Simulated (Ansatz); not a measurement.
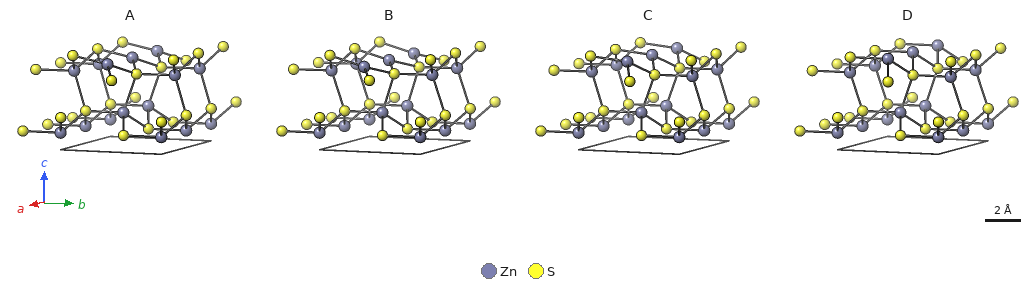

4 geometries from one constrained relaxation of a slab of composition ZnS (cut from the P6_3mc phase), in shuffled order. Style: ball-and-stick. Shown: the cell of the calculation, outlined in the plane, without the vacuum (origin shifted), slightly off an axis.

Case: clean slab, lower planes held. The slab is the (1 0 0) face of ZnS. 8 atoms are held fixed.

The calculation used DFT PBE, scalar-relativistic, plane waves, PAW in Ansatz. Settings: plane-wave cutoff 420 eV; k-point mesh 2 × 3 × 1; occupations gaussian; smearing width 0.05 eV; no spin polarisation; dipole correction; atoms relaxed in a fixed cell; force threshold 0.03 eV/Å; at most 70 steps.

**Order the frames from highest to lowest energy.**

D, C, A, B. They are steps 0, 1, 2, 4, at +0.991 eV per cell of the calculation, +0.390 eV per cell of the calculation, +76.2 meV per cell of the calculation relative to the last. The largest moves, 0.60 Å, are those of Zn atoms. By element the largest moves are Zn 0.60 Å, S 0.18 Å. The cell stays as it was. Some distances before and after: S–Zn 2.362 → 2.221 Å, S–Zn 2.357 → 2.472 Å, S–Zn 2.357 → 2.288 Å, S–Zn 2.357 → 2.415 Å. Bond angles that change, for instance: Zn–S–Zn 109.3° → 94.7°, S–Zn–S 109.6° → 122.1°, Zn–S–Zn 109.6° → 99.0°. After 4 geometry steps the energy has fallen by 0.991 eV per cell of the calculation. The largest force component goes from 1.3 to 0.011 eV/Å. Cost: 65 s on 4 threads of Intel(R) Xeon(R) Platinum 8488C (Sapphire Rapids) (shared host), peak memory 1.7 GiB.
